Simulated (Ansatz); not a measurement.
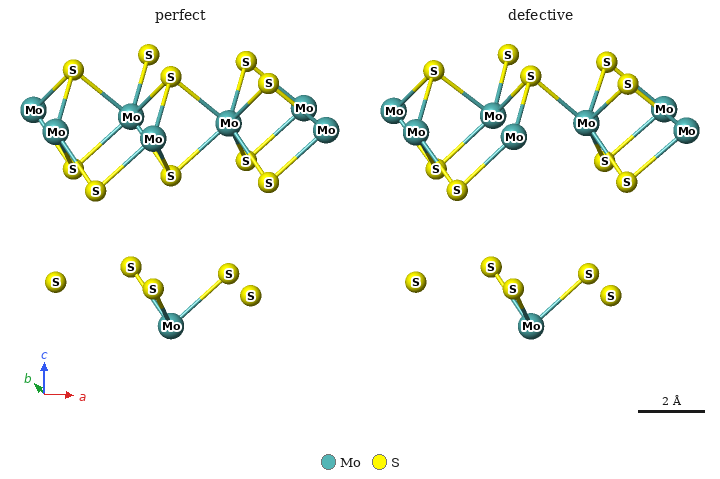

Left: perfect MoS₂. Right: the same region with one point defect, after relaxing the atoms in a supercell of 42 sites. Style: ball-and-stick. Shown: the atoms within 5.4 Å of one point, in a slice 5.0 Å thick across the line of sight, slightly off an axis.

All numbers below come from DFT PBEsol, scalar-relativistic, plane waves, PAW (Ansatz). Settings: plane-wave cutoff 420 eV; k-point mesh 2 × 2 × 2; occupations gaussian; smearing width 0.01 eV; collinear spin. The cell is small and the k-mesh coarse, so the numbers are rough. A uniform background neutralises the charged cell. The axes drawn are those of the host's conventional cell.

Q: What kind of defect was made?

A: A sulfur atom is taken out (a vacancy).

The charge state of the cell is −1.

Q: How does the lattice respond?

A: Around the empty S site the host had 3 Mo at 2.39 Å; after relaxation the nearest atoms are 3 Mo at 2.35 to 2.43 Å. Of the host's atoms, a sulfur atom moves furthest from its site, by 0.08 Å. The cell's net moment is 1.00 μB.
